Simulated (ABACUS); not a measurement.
# Band-structure run of KCl (part 2 of 2)

The same run, continued: KCl (Fm-3m, 2 atoms in the cell); Kohn-Sham DFT of a periodic cell, rPW86PBE, GBRV ultrasoft 1.5 PBE, no spin polarisation (ABACUS 3.10.1); cutoff 544.23 eV, 6×6×6 k-mesh, fermi-dirac of 0.05 eV. The structure derives from an entry of the Crystallography Open Database.

Geometry of the input (Å; fractional positions):
```
0.0000  3.1465  3.1465
3.1465  0.0000  3.1465
3.1465  3.1465  0.0000
K  0.0000  0.0000  0.0000
Cl 0.5000  0.5000  0.5000
```

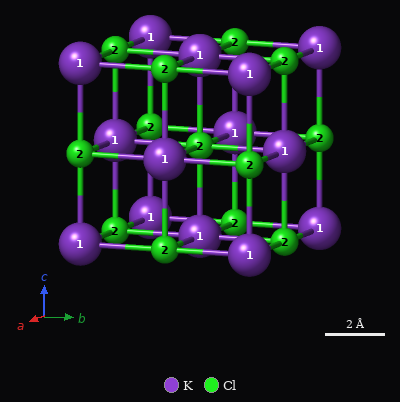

Fig. 1: The structure as given in the input (ball-and-stick view of the cell 4 times as large as that of the calculation, set on its symmetry axes, seen slightly off an axis; atoms are numbered from 1 in the order of the input).

Log, continued:
```
 The lattice vectors have been changed (STRU_SIMPLE.cif)

(for optimal symmetric configuration:)
                             BRAVAIS TYPE = 3
                     BRAVAIS LATTICE NAME = 03. Cubic F (face-centered)
                                    ibrav = 3
                                    IBRAV = 3
                                  BRAVAIS = FACE CENTERED CUBIC
                       LATTICE CONSTANT A = 6.29294
Original cell was already a primitive cell.
                        ROTATION MATRICES = 48
              PURE POINT GROUP OPERATIONS = 48
                   SPACE GROUP OPERATIONS = 48
                              POINT GROUP = O_h
               POINT GROUP IN SPACE GROUP = O_h

 SETUP K-POINTS
                                    nspin = 1
                   Input type of k points = Monkhorst-Pack(Gamma)
                                   nkstot = 216
                       right hand lattice = 1
(for reciprocal lattice: )
                             BRAVAIS TYPE = 2
                     BRAVAIS LATTICE NAME = 02. Cubic I (body-centered)
                                    ibrav = 2
                       right hand lattice = 1
(for k-lattice: )
                             BRAVAIS TYPE = 2
                     BRAVAIS LATTICE NAME = 02. Cubic I (body-centered)
                                    ibrav = 2
                       right hand lattice = 1
                        ROTATION MATRICES = 48
                               nkstot_ibz = 16
K-POINTS REDUCTION ACCORDING TO SYMMETRY
     IBZ    DIRECT_X    DIRECT_Y    DIRECT_Z  WEIGHT  ibz2bz
       1  0.00000000  0.00000000  0.00000000  0.0046       0
       2  0.16666667  0.16666667  0.16666667  0.0370       1
       3  0.33333333  0.33333333  0.33333333  0.0370       2
       4  0.50000000  0.50000000  0.50000000  0.0185       3
       5  0.16666667  0.16666667  0.00000000  0.0278       7
       6  0.33333333  0.33333333  0.16666667  0.1111       8
       7  0.50000000  0.50000000  0.33333333  0.1111       9
       8  0.50000000  0.33333333  0.33333333  0.1111      10
       9  0.33333333  0.16666667  0.16666667  0.0556      11
      10  0.33333333  0.33333333  0.00000000  0.0278      14
      11  0.50000000  0.50000000  0.16666667  0.1111      15
      12 -0.33333333  0.33333333  0.33333333  0.0556      16
      13  0.50000000  0.50000000  0.00000000  0.0139      21
      14  0.50000000  0.33333333  0.16666667  0.1111      51
      15  0.50000000  0.33333333 -0.33333333  0.1111      52
      16  0.50000000  0.33333333 -0.16666667  0.0556      58

                               nkstot now = 16
[... K-POINTS DIRECT COORDINATES: 16 rows ...]

           k-point number in this process = 4
       minimum distributed K point number = 4
[... stars of the k points ...]

[... K-POINTS CARTESIAN COORDINATES: 4 rows ...]

[... K-POINTS DIRECT COORDINATES: 4 rows ...]

 SETUP PLANE WAVES FOR WAVE FUNCTIONS
     energy cutoff for wavefunc (unit:Ry) = 40
              fft grid for wave functions = [ 36, 36, 36 ]
                    number of plane waves = 2229
                         number of sticks = 223

 PARALLEL PW FOR WAVE FUNCTIONS
     PROC   COLUMNS(POT)             PW
        1            223           2229
 --------------- sum -------------------
        1            223           2229

 SETUP NONLOCAL PSEUDOPOTENTIALS IN PLANE WAVE BASIS
 K non-local projectors:
 projector 1 L=0
 projector 2 L=0
 projector 3 L=1
 projector 4 L=1
 projector 5 L=2
 projector 6 L=2
 Cl non-local projectors:
 projector 1 L=0
 projector 2 L=0
 projector 3 L=1
 projector 4 L=1
 projector 5 L=2
 projector 6 L=2
      TOTAL NUMBER OF NONLOCAL PROJECTORS = 36

 Init Non-Local PseudoPotential table :
 Init Non-Local-Pseudopotential done.

                                     npwx = 1820

 Make real space PAO into reciprocal space.
       max mesh points in Pseudopotential = 731
     dq(describe PAO in reciprocal space) = 0.01
                                    max q = 763

 number of pseudo atomic orbitals for K is 4
WARNING: norm of atomic wavefunction # 3 of atomic type K is 0.996576, renormalized
WARNING: norm of atomic wavefunction # 4 of atomic type K is 0.969827, renormalized

 number of pseudo atomic orbitals for Cl is 2

 -------------------------------------------
 SELF-CONSISTENT
 -------------------------------------------
                                 init_chg = atomic

 PW ALGORITHM --------------- ION=   1  ELEC=   1--------------------------------

 Notice: Threshold on eigenvalues was too large.
 hsover_error=0.16 > DRHO=0.0893196
 Origin diag ethr = 0.01
 New diag ethr = 0.000558247

 Density error is 0.089520523693
                          Error Threshold = 0.000558247298507
----------------------------------------------------------
     Energy           Rydberg                 eV
----------------------------------------------------------
 E_KohnSham     -90.7877392518       -1235.2305623626
 E_Harris       -91.9757627356       -1251.3944511001
 E_Fermi        0.2098353328         2.8549561674
----------------------------------------------------------

 PW ALGORITHM --------------- ION=   1  ELEC=   2--------------------------------

 Density error is 0.00587550407004
                          Error Threshold = 0.000559503273081
----------------------------------------------------------
     Energy           Rydberg                 eV
----------------------------------------------------------
 E_KohnSham     -90.8071506710       -1235.4946682706
 E_Harris       -90.9276663249       -1237.1343678611
 E_Fermi        0.2504963021         3.4081770371
----------------------------------------------------------

 PW ALGORITHM --------------- ION=   1  ELEC=   3--------------------------------

 Density error is 0.000689539017962
                          Error Threshold = 3.67219004378e-05
----------------------------------------------------------
     Energy           Rydberg                 eV
----------------------------------------------------------
 E_KohnSham     -90.8073651394       -1235.4975862625
 E_Harris       -90.8382259229       -1235.9174687622
 E_Fermi        0.2494134681         3.3934443242
----------------------------------------------------------

 PW ALGORITHM --------------- ION=   1  ELEC=   4--------------------------------

 Density error is 1.68686106074e-05
                          Error Threshold = 4.30961886226e-06
----------------------------------------------------------
     Energy           Rydberg                 eV
----------------------------------------------------------
 E_KohnSham     -90.8074257333       -1235.4984106850
 E_Harris       -90.8217289711       -1235.6930162183
 E_Fermi        0.2459551045         3.3463908737
----------------------------------------------------------

 PW ALGORITHM --------------- ION=   1  ELEC=   5--------------------------------

 Density error is 6.97673746419e-07
                          Error Threshold = 1.05428816296e-07
----------------------------------------------------------
     Energy           Rydberg                 eV
----------------------------------------------------------
 E_KohnSham     -90.8074303684       -1235.4984737482
 E_Harris       -90.8074210621       -1235.4983471293
 E_Fermi        0.2452883544         3.3373192734
----------------------------------------------------------

 PW ALGORITHM --------------- ION=   1  ELEC=   6--------------------------------

 Density error is 1.3656612757e-07
                          Error Threshold = 4.36046091512e-09
----------------------------------------------------------
     Energy           Rydberg                 eV
----------------------------------------------------------
 E_KohnSham     -90.8074304854       -1235.4984753402
 E_Harris       -90.8083235486       -1235.5106260882
 E_Fermi        0.2452823171         3.3372371309
----------------------------------------------------------

 PW ALGORITHM --------------- ION=   1  ELEC=   7--------------------------------

 Density error is 4.72259271933e-10
                          Error Threshold = 8.53538297312e-10
----------------------------------------------------------
     Energy           Rydberg                 eV
----------------------------------------------------------
 E_KohnSham     -90.8074305076       -1235.4984756425
 E_KS(sigma->0) -90.8074305076       -1235.4984756425
 E_Harris       -90.8075074034       -1235.4995218632
 E_band         -9.7341060317        -132.4393069676
 E_one_elec     -30.2741845935       -411.9014127757
 E_Hartree      19.9633930232        271.6158965284
 E_xc           -18.8297589313       -256.1920134315
 E_Ewald        -61.6668800060       -839.0209459636
 E_entropy(-TS) 0.0000000000         0.0000000000
 E_descf        0.0000000000         0.0000000000
 E_exx          0.0000000000         0.0000000000
 E_Fermi        0.2452676714         3.3370378659
----------------------------------------------------------

 charge density convergence is achieved
 final etot is -1235.4984756 eV
 EFERMI = 3.3370378659 eV

 STATE ENERGY(eV) AND OCCUPATIONS    NSPIN == 1
 1/4 kpoint (Cartesian) = 0.0000 0.0000 0.0000 (1807 pws)
       1       -26.4394     0.00925926
       2       -11.2837     0.00925926
       3       -9.87634     0.00925926
       4       -9.87634     0.00925926
       5       -9.87634     0.00925926
       6       0.830702     0.00925926
       7       0.830702     0.00925926
       8       0.830702     0.00925926
       9        5.86870    9.48045e-25
      10        9.08845    1.02425e-52
      11        9.08845    1.02425e-52
      12        9.08845    1.02425e-52
      13        9.98552    1.65433e-60
      14        9.98552    1.65433e-60
      15        13.6759        0.00000
      16        16.8173        0.00000
      17        16.8173        0.00000
      18        16.8173        0.00000

 2/4 kpoint (Cartesian) = 0.026485 0.026485 0.026485 (1808 pws)
       1       -26.4368      0.0740741
       2       -11.3383      0.0740741
       3       -9.87891      0.0740741
       4       -9.87891      0.0740741
       5       -9.80772      0.0740741
       6       0.507040      0.0740741
       7       0.743325      0.0740741
       8       0.743325      0.0740741
       9        6.51140    1.98392e-29
      10        8.91818    2.46879e-50
      11        9.43198    8.50457e-55
      12        9.43198    8.50457e-55
      13        10.3531    8.48697e-63
      14        10.3531    8.48697e-63
      15        14.5470        0.00000
      16        15.6311        0.00000
      17        15.9457        0.00000
      18        15.9457        0.00000

 3/4 kpoint (Cartesian) = 0.052969 0.052969 0.052969 (1820 pws)
       1       -26.4315      0.0740741
       2       -11.4353      0.0740741
       3       -9.88392      0.0740741
       4       -9.88392      0.0740741
       5       -9.68323      0.0740741
       6     -0.0215722      0.0740741
       7       0.578105      0.0740741
       8       0.578105      0.0740741
       9        7.74552    3.78479e-40
      10        8.98568    6.39968e-51
      11        10.3634    6.91338e-63
      12        10.3634    6.91338e-63
      13        11.2801    7.53847e-71
      14        11.2801    7.53847e-71
      15        13.4947        0.00000
      16        14.0955        0.00000
      17        14.0955        0.00000
      18        16.2253        0.00000

 4/4 kpoint (Cartesian) = 0.079454 0.079454 0.079454 (1802 pws)
       1       -26.4288      0.0370370
       2       -11.4791      0.0370370
       3       -9.88607      0.0370370
       4       -9.88607      0.0370370
       5       -9.62443      0.0370370
       6      -0.248514      0.0370370
       7       0.499714      0.0370370
       8       0.499714      0.0370370
       9        8.28407    3.97399e-45
      10        9.32592    3.54696e-54
      11        11.2432    7.87787e-71
      12        11.2432    7.87787e-71
      13        12.0570    6.73620e-78
      14        12.0570    6.73620e-78
      15        12.7371    8.32989e-84
      16        12.7371    8.32989e-84
      17        12.8375    1.11810e-84
      18        15.4638        0.00000

------------------------------------------------------------------------------------------
 TOTAL-FORCE (eV/Angstrom)
------------------------------------------------------------------------------------------
                        K1         0.0000000000         0.0000000000         0.0000000000
                       Cl1         0.0000000000         0.0000000000         0.0000000000
------------------------------------------------------------------------------------------

----------------------------------------------------------------
 TOTAL-STRESS (KBAR)
----------------------------------------------------------------
        -0.1217706040        -0.0000000000         0.0000000000
         0.0000000000        -0.1217706040         0.0000000000
        -0.0000000000         0.0000000000        -0.1217706040
----------------------------------------------------------------
 TOTAL-PRESSURE: -0.121771 KBAR

 --------------------------------------------
 !FINAL_ETOT_IS -1235.4984756424678380 eV
 --------------------------------------------
```

Standard output:
```
ABACUS v3.10.1

               Atomic-orbital Based Ab-initio Computation at UStc

 dft_functional readin is: GGA_X_RPW86+GGA_C_PBE
 dft_functional in pseudopot file is: PBE
 Please make sure this is what you need
 dft_functional readin is: GGA_X_RPW86+GGA_C_PBE
 dft_functional in pseudopot file is: PBE
 Please make sure this is what you need

%%%%%%%%%%%%%%%%%%%%%%%%%%%%%%%%%%%%%%%%%%%%%%%%%%%%%%%%%%%%%%%%%%%%%%%%%%%%%%%%%%%%%%%%%%%%%%%%%%%%%%%%%
 Warning: the number of valence electrons in pseudopotential > 1 for K: [Ar] 4s1
 Pseudopotentials with additional electrons can yield (more) accurate outcomes, but may be less efficient.
 If you're confident that your chosen pseudopotential is appropriate, you can safely ignore this warning.
%%%%%%%%%%%%%%%%%%%%%%%%%%%%%%%%%%%%%%%%%%%%%%%%%%%%%%%%%%%%%%%%%%%%%%%%%%%%%%%%%%%%%%%%%%%%%%%%%%%%%%%%%

 UNIFORM GRID DIM        : 36 * 36 * 36
 UNIFORM GRID DIM(BIG)   : 48 * 48 * 48
 UNIFORM GRID DIM(DENSE) : 48 * 48 * 48
func,idGGA_X_RPW86 144
func,idGGA_C_PBE 130
 ---------------------------------------------------------
 Self-consistent calculations for electrons
 ---------------------------------------------------------
 SPIN    KPOINTS         PROCESSORS  THREADS
 1       16              4           4
 ---------------------------------------------------------
 Use plane wave basis
 ---------------------------------------------------------
 ELEMENT NATOM       XC
 K       1
 Cl      1
 ---------------------------------------------------------
 Initial plane wave basis and FFT box
 ---------------------------------------------------------
 -------------------------------------------
 SELF-CONSISTENT :
 -------------------------------------------
 START CHARGE      : atomic
 ITER       ETOT/eV          EDIFF/eV         DRHO     TIME/s
 DA1     -1.23523056e+03   0.00000000e+00   8.9521e-02   4.33
 DA2     -1.23549467e+03  -2.64105908e-01   5.8755e-03   2.81
 DA3     -1.23549759e+03  -2.91799184e-03   6.8954e-04   2.66
 DA4     -1.23549841e+03  -8.24422515e-04   1.6869e-05   2.87
 DA5     -1.23549847e+03  -6.30632715e-05   6.9767e-07   1.73
 DA6     -1.23549848e+03  -1.59191035e-06   1.3657e-07   1.78
 DA7     -1.23549848e+03  -3.02310393e-07   4.7226e-10   2.71
----------------------------------------------------------------
 TOTAL-STRESS (KBAR)
----------------------------------------------------------------
        -0.1217706040        -0.0000000000         0.0000000000
         0.0000000000        -0.1217706040         0.0000000000
        -0.0000000000         0.0000000000        -0.1217706040
----------------------------------------------------------------
 TOTAL-PRESSURE: -0.121771 KBAR
```

Results in brief:

```tsv
quantity	value
outcome	converged
space group (tolerance 0.01 Å)	Fm-3m (225)
electrons treated	16
free energy	−1235.4985 eV
Fermi energy of the self-consistent step	3.337 eV
gap on the k-point mesh	5.04 eV
pressure	−0.01 GPa
largest force (length of the vector)	under 0.001 eV/Å
wall time	47 s (CPU time 3.1 min)
peak memory	0.84 GiB
```
